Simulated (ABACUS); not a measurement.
# CoO: geometry relaxation (part 2 of 2)

CoO (2 atoms in the cell); Kohn-Sham DFT of a periodic cell, PBE, GBRV ultrasoft 1.5 PBE, spin-polarised (ABACUS 3.10.1); cutoff 544.23 eV, 9×9×9 k-mesh, fermi-dirac of 0.05 eV, collinear spins. The structure derives from an entry of the Crystallography Open Database.

Geometry of the input (Å; fractional positions):
```
3.0144  0.0000  0.0000
1.5072  2.6105  0.0000
1.5072  0.8702  2.4612
Co 0.0000  0.0000  0.0000
O  0.5000  0.5000  0.5000
```

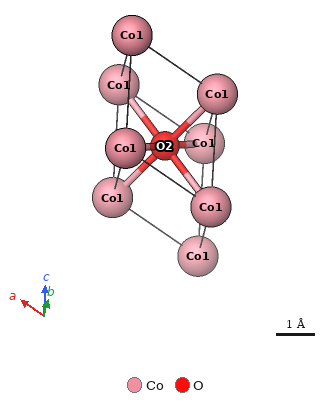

*The geometry at step 1 of the log (ball-and-stick view of the cell of the calculation, seen at an oblique angle; atoms are numbered from 1 in the order of the input).*

What the program printed, continued
```
----------------------------------------------------------
     Energy           Rydberg                 eV
----------------------------------------------------------
 E_KohnSham     -329.2516397664      -4479.6983766662
 E_Harris       -282.3692253979      -3841.8304052575
 E_Fermi        0.9029966148         12.2858992359
----------------------------------------------------------

 PW ALGORITHM --------------- ION=   1  ELEC=   3--------------------------------
          total magnetism (Bohr mag/cell) = 1.54091691582
       absolute magnetism (Bohr mag/cell) = 1.54538825742
                        nelec for spin up = 12.2704584579
                      nelec for spin down = 10.7295415421

 Density error is 0.0799538033917
                          Error Threshold = 0.01
----------------------------------------------------------
     Energy           Rydberg                 eV
----------------------------------------------------------
 E_KohnSham     -330.6916232683      -4499.2903573187
 E_Harris       -332.3342710623      -4521.6397271244
 E_Fermi        1.0210555815         13.8921738833
----------------------------------------------------------

 PW ALGORITHM --------------- ION=   1  ELEC=   4--------------------------------
          total magnetism (Bohr mag/cell) = 2.05914557225
       absolute magnetism (Bohr mag/cell) = 2.06135725622
                        nelec for spin up = 12.5295727861
                      nelec for spin down = 10.4704272139

 Density error is 0.0359909913678
                          Error Threshold = 0.000347625232138
----------------------------------------------------------
     Energy           Rydberg                 eV
----------------------------------------------------------
 E_KohnSham     -330.7002222086      -4499.4073519026
 E_Harris       -331.8294309531      -4514.7710250594
 E_Fermi        1.0229135441         13.9174527613
----------------------------------------------------------

 PW ALGORITHM --------------- ION=   1  ELEC=   5--------------------------------
          total magnetism (Bohr mag/cell) = 2.9653886501
       absolute magnetism (Bohr mag/cell) = 2.97696154364
                        nelec for spin up = 12.9826943251
                      nelec for spin down = 10.0173056749

 Density error is 0.0343060941332
                          Error Threshold = 0.000156482571164
----------------------------------------------------------
     Energy           Rydberg                 eV
----------------------------------------------------------
 E_KohnSham     -330.7151400854      -4499.6103200300
 E_Harris       -332.2379725621      -4520.3295188125
 E_Fermi        1.0377661722         14.1195331336
----------------------------------------------------------

 PW ALGORITHM --------------- ION=   1  ELEC=   6--------------------------------
          total magnetism (Bohr mag/cell) = 2.98622310702
       absolute magnetism (Bohr mag/cell) = 3.00479542838
                        nelec for spin up = 12.9931115535
                      nelec for spin down = 10.0068884465

 Density error is 0.00760438181661
                          Error Threshold = 0.000149156931014
----------------------------------------------------------
     Energy           Rydberg                 eV
----------------------------------------------------------
 E_KohnSham     -330.7147629214      -4499.6051884508
 E_Harris       -331.4381993869      -4509.4480465216
 E_Fermi        1.0352637234         14.0854855703
----------------------------------------------------------

 PW ALGORITHM --------------- ION=   1  ELEC=   7--------------------------------
          total magnetism (Bohr mag/cell) = 2.99914321058
       absolute magnetism (Bohr mag/cell) = 3.03475131442
                        nelec for spin up = 12.9995716053
                      nelec for spin down = 10.0004283947

 Density error is 0.00248948327971
                          Error Threshold = 3.30625296374e-05
----------------------------------------------------------
     Energy           Rydberg                 eV
----------------------------------------------------------
 E_KohnSham     -330.7165194754      -4499.6290875940
 E_Harris       -330.6313412695      -4498.4701786475
 E_Fermi        1.0334514129         14.0608278211
----------------------------------------------------------

 PW ALGORITHM --------------- ION=   1  ELEC=   8--------------------------------
          total magnetism (Bohr mag/cell) = 2.99697727351
       absolute magnetism (Bohr mag/cell) = 3.02521928203
                        nelec for spin up = 12.9984886368
                      nelec for spin down = 10.0015113632

 Density error is 0.000579254030929
                          Error Threshold = 1.08238403466e-05
----------------------------------------------------------
     Energy           Rydberg                 eV
----------------------------------------------------------
 E_KohnSham     -330.7155704564      -4499.6161755269
 E_Harris       -330.7633003568      -4500.2655741374
 E_Fermi        1.0313883239         14.0327580554
----------------------------------------------------------

 PW ALGORITHM --------------- ION=   1  ELEC=   9--------------------------------
          total magnetism (Bohr mag/cell) = 2.88516562778
       absolute magnetism (Bohr mag/cell) = 2.90271059835
                        nelec for spin up = 12.9425828139
                      nelec for spin down = 10.0574171861

 Density error is 0.0011790406777
                          Error Threshold = 2.51849578665e-06
----------------------------------------------------------
     Energy           Rydberg                 eV
----------------------------------------------------------
 E_KohnSham     -330.7165373094      -4499.6293302373
 E_Harris       -330.7272749859      -4499.7754238212
 E_Fermi        1.0231974183         13.9213150682
----------------------------------------------------------

 PW ALGORITHM --------------- ION=   1  ELEC=  10--------------------------------
          total magnetism (Bohr mag/cell) = 2.92936946513
       absolute magnetism (Bohr mag/cell) = 2.94974446777
                        nelec for spin up = 12.9646847326
                      nelec for spin down = 10.0353152674

 Density error is 0.000628713769611
                          Error Threshold = 2.51849578665e-06
----------------------------------------------------------
     Energy           Rydberg                 eV
----------------------------------------------------------
 E_KohnSham     -330.7168461640      -4499.6335324194
 E_Harris       -330.6914520129      -4499.2880272685
 E_Fermi        1.0239342714         13.9313404687
----------------------------------------------------------

 PW ALGORITHM --------------- ION=   1  ELEC=  11--------------------------------
          total magnetism (Bohr mag/cell) = 2.97390097
       absolute magnetism (Bohr mag/cell) = 2.99760711774
                        nelec for spin up = 12.986950485
                      nelec for spin down = 10.013049515

 Density error is 9.87802840656e-05
                          Error Threshold = 2.51849578665e-06
----------------------------------------------------------
     Energy           Rydberg                 eV
----------------------------------------------------------
 E_KohnSham     -330.7169333670      -4499.6347188772
 E_Harris       -330.6949703007      -4499.3358960298
 E_Fermi        1.0262712844         13.9631371613
----------------------------------------------------------

 PW ALGORITHM --------------- ION=   1  ELEC=  12--------------------------------
          total magnetism (Bohr mag/cell) = 2.99121229529
       absolute magnetism (Bohr mag/cell) = 3.01853980918
                        nelec for spin up = 12.9956061476
                      nelec for spin down = 10.0043938524

 Density error is 5.19361882305e-05
                          Error Threshold = 4.29479495937e-07
----------------------------------------------------------
     Energy           Rydberg                 eV
----------------------------------------------------------
 E_KohnSham     -330.7169793682      -4499.6353447562
 E_Harris       -330.6922553316      -4499.2989569813
 E_Fermi        1.0287986828         13.9975241812
----------------------------------------------------------

 PW ALGORITHM --------------- ION=   1  ELEC=  13--------------------------------
          total magnetism (Bohr mag/cell) = 2.98408260944
       absolute magnetism (Bohr mag/cell) = 3.00923732559
                        nelec for spin up = 12.9920413047
                      nelec for spin down = 10.0079586953

 Density error is 1.56571655317e-05
                          Error Threshold = 2.25809514046e-07
----------------------------------------------------------
     Energy           Rydberg                 eV
----------------------------------------------------------
 E_KohnSham     -330.7169961923      -4499.6355736597
 E_Harris       -330.7349414410      -4499.8797312942
 E_Fermi        1.0278073839         13.9840368678
----------------------------------------------------------

 PW ALGORITHM --------------- ION=   1  ELEC=  14--------------------------------
          total magnetism (Bohr mag/cell) = 2.98698532792
       absolute magnetism (Bohr mag/cell) = 3.01284257776
                        nelec for spin up = 12.993492664
                      nelec for spin down = 10.006507336

 Density error is 7.41082959288e-08
                          Error Threshold = 6.80746327464e-08
----------------------------------------------------------
     Energy           Rydberg                 eV
----------------------------------------------------------
 E_KohnSham     -330.7169985546      -4499.6356058008
 E_Harris       -330.7147859293      -4499.6055014889
 E_Fermi        1.0281309078         13.9884386359
----------------------------------------------------------

 PW ALGORITHM --------------- ION=   1  ELEC=  15--------------------------------
          total magnetism (Bohr mag/cell) = 2.98700017666
       absolute magnetism (Bohr mag/cell) = 3.01290188211
                        nelec for spin up = 12.9935000883
                      nelec for spin down = 10.0064999117

 Density error is 1.75135202171e-07
                          Error Threshold = 3.22209982299e-10
----------------------------------------------------------
     Energy           Rydberg                 eV
----------------------------------------------------------
 E_KohnSham     -330.7169985799      -4499.6356061443
 E_Harris       -330.7135621823      -4499.5888515564
 E_Fermi        1.0281485503         13.9886786745
----------------------------------------------------------

 PW ALGORITHM --------------- ION=   1  ELEC=  16--------------------------------
          total magnetism (Bohr mag/cell) = 2.98689643515
       absolute magnetism (Bohr mag/cell) = 3.0127521064
                        nelec for spin up = 12.9934482176
                      nelec for spin down = 10.0065517824

 Density error is 2.36529649952e-09
                          Error Threshold = 3.22209982299e-10
----------------------------------------------------------
     Energy           Rydberg                 eV
----------------------------------------------------------
 E_KohnSham     -330.7169985969      -4499.6356063762
 E_KS(sigma->0) -330.7158793663      -4499.6203784627
 E_Harris       -330.7164737304      -4499.6284652009
 E_band         -22.5601177899       -306.9461494931
 E_one_elec     -182.2137352734      -2479.1450535824
 E_Hartree      104.5832169030       1422.9276650508
 E_xc           -40.0261332774       -544.5834814803
 E_Ewald        -213.0581084879      -2898.8042805374
 E_entropy(-TS) -0.0022384612        -0.0304558268
 E_descf        0.0000000000         0.0000000000
 E_exx          0.0000000000         0.0000000000
 E_Fermi        1.0281556895         13.9887758084
----------------------------------------------------------

 charge density convergence is achieved
 final etot is -4499.6356064 eV
 EFERMI = 13.988775808 eV

 STATE ENERGY(eV) AND OCCUPATIONS    NSPIN == 2
SPIN UP :
 1/9 kpoint (Cartesian) = 0.0000 0.0000 0.0000 (537 pws)
       1       -83.2541     0.00137174
       2       -46.4918     0.00137174
       3       -46.4918     0.00137174
       4       -46.4918     0.00137174
       5       -6.42191     0.00137174
       6        10.5669     0.00137174
       7        10.5669     0.00137174
       8        10.5669     0.00137174
       9        10.5878     0.00137174
      10        10.5878     0.00137174
      11        10.6340     0.00137174
      12        10.6340     0.00137174
      13        10.6340     0.00137174
      14        14.7941    1.38765e-10
      15        31.8580        0.00000
      16        31.8580        0.00000
      17        31.8580        0.00000

 2/9 kpoint (Cartesian) = 0.036946 0.021331 0.015083 (540 pws)
       1       -83.2537      0.0109739
       2       -46.4962      0.0109739
       3       -46.4924      0.0109739
       4       -46.4924      0.0109739
       5       -6.29344      0.0109739
       6        9.46132      0.0109739
       7        9.59814      0.0109739
       8        9.59814      0.0109739
       9        10.6499      0.0109739
      10        10.6499      0.0109739
      11        10.9912      0.0109739
      12        11.6719      0.0109739
      13        11.6719      0.0109739
      14        15.6147    8.27920e-17
      15        28.4616        0.00000
      16        31.3991        0.00000
      17        31.3991        0.00000

 3/9 kpoint (Cartesian) = 0.073892 0.042662 0.030166 (552 pws)
       1       -83.2527      0.0109739
       2       -46.5074      0.0109739
       3       -46.4939      0.0109739
       4       -46.4939      0.0109739
       5       -5.94920      0.0109739
       6        7.88993      0.0109739
       7        8.74421      0.0109739
       8        8.74421      0.0109739
       9        10.8593      0.0109739
      10        10.8593      0.0109739
      11        11.2434      0.0109739
      12        12.6604      0.0109739
      13        12.6604      0.0109739
      14        17.1245    6.36417e-30
      15        25.8786        0.00000
      16        29.8529        0.00000
      17        29.8529        0.00000

 4/9 kpoint (Cartesian) = 0.11084 0.063992 0.045249 (562 pws)
       1       -83.2515      0.0109739
       2       -46.5201      0.0109739
       3       -46.4955      0.0109739
       4       -46.4955      0.0109739
       5       -5.51738      0.0109739
       6        6.50718      0.0109739
       7        8.12957      0.0109739
       8        8.12957      0.0109739
       9        11.1075      0.0109739
      10        11.1075      0.0109739
      11        11.5548      0.0109739
      12        13.4436      0.0109737
      13        13.4436      0.0109737
      14        18.3466    1.54490e-40
      15        23.9964        0.00000
      16        28.2633        0.00000
      17        28.2633        0.00000

 5/9 kpoint (Cartesian) = 0.14778 0.085323 0.060333 (556 pws)
       1       -83.2507      0.0109739
       2       -46.5283      0.0109739
       3       -46.4966      0.0109739
       4       -46.4966      0.0109739
       5       -5.20555      0.0109739
       6        5.69373      0.0109739
       7        7.80885      0.0109739
       8        7.80885      0.0109739
       9        11.2758      0.0109739
      10        11.2758      0.0109739
      11        11.8116      0.0109739
      12        13.8867     0.00971190
      13        13.8867     0.00971190
      14        18.8165    1.28032e-44
      15        23.2031    1.01366e-82
      16        27.3364        0.00000
      17        27.3364        0.00000

 6/9 kpoint (Cartesian) = 0.036946 0.021331 -0.030166 (548 pws)
       1       -83.2536     0.00823045
       2       -46.4959     0.00823045
       3       -46.4935     0.00823045
       4       -46.4935     0.00823045
       5       -6.25431     0.00823045
       6        8.80279     0.00823045
       7        9.95004     0.00823045
       8        9.95004     0.00823045
       9        10.4653     0.00823045
      10        10.6285     0.00823045
      11        11.2738     0.00823045
      12        11.2738     0.00823045
      13        11.7069     0.00823045
      14        15.9471    8.05142e-20
      15        28.6371        0.00000
      16        30.7525        0.00000
      17        30.7525        0.00000

[... levels at 12 further k points ...]

------------------------------------------------------------------------------------------
 TOTAL-FORCE (eV/Angstrom)
------------------------------------------------------------------------------------------
                       Co1         0.0000000000         0.0000000000         0.0000000000
                        O1         0.0000000000         0.0000000000         0.0000000000
------------------------------------------------------------------------------------------

----------------------------------------------------------------
 TOTAL-STRESS (KBAR)
----------------------------------------------------------------
         0.0889268911        -0.0000000000         0.0000000000
         0.0000000000         0.0889268911         0.0000000000
        -0.0000000000         0.0000000000         0.0889268911
----------------------------------------------------------------
 TOTAL-PRESSURE: 0.088927 KBAR

 --------------------------------------------
 !FINAL_ETOT_IS -4499.6356063761577389 eV
 --------------------------------------------
```

Trajectory as extended XYZ (Å, eV, eV/Å), 2 frames, from step=0 to step=1
```
2
Lattice="3.0144 0.0000 0.0000 1.5072 2.6105 0.0000 1.5072 0.8702 2.4612" Properties=species:S:1:pos:R:3:forces:R:3 step=0 energy=-4499.63503 pressure_GPa=-1.33
Co    0.0000    0.0000    0.0000    0.0000   0.0000   0.0000
O     3.0144    1.7404    1.2306    0.0000   0.0000   0.0000
2
Lattice="3.0074 0.0000 0.0000 1.5037 2.6045 -0.0000 1.5037 0.8682 2.4555" Properties=species:S:1:pos:R:3:forces:R:3 step=1 energy=-4499.63561 pressure_GPa=0.01
Co    0.0000    0.0000    0.0000    0.0000   0.0000   0.0000
O     3.0074    1.7363    1.2278    0.0000   0.0000   0.0000
```

Key numbers

```json
{"quantity": "outcome", "value": "converged"}
{"quantity": "space group (tolerance 0.01 Å)", "value": "Fm-3m (225)"}
{"quantity": "electrons treated", "value": "23"}
{"quantity": "free energy", "value": "−4499.6356 eV"}
{"quantity": "Fermi energy", "value": "13.989 eV"}
{"quantity": "gap on the k-point mesh", "value": "none (metallic)"}
{"quantity": "net moment of the cell", "value": "2.99 μB"}
{"quantity": "integrated absolute moment", "value": "3.01 μB"}
{"quantity": "pressure", "value": "0.01 GPa"}
{"quantity": "final volume", "value": "19.23 Å³"}
{"quantity": "largest force (length of the vector) at the end", "value": "under 0.001 eV/Å"}
{"quantity": "final cell", "value": "a = 3.007 Å, b = 3.007 Å, c = 3.007 Å, α = 60.00°, β = 60.00°, γ = 60.00°"}
{"quantity": "hardware", "value": "4 threads of Intel Xeon (Sapphire Rapids), 16 GiB of memory available, shared host"}
{"quantity": "wall time", "value": "39 s (CPU time 2.6 min)"}
{"quantity": "peak memory", "value": "0.48 GiB"}
```
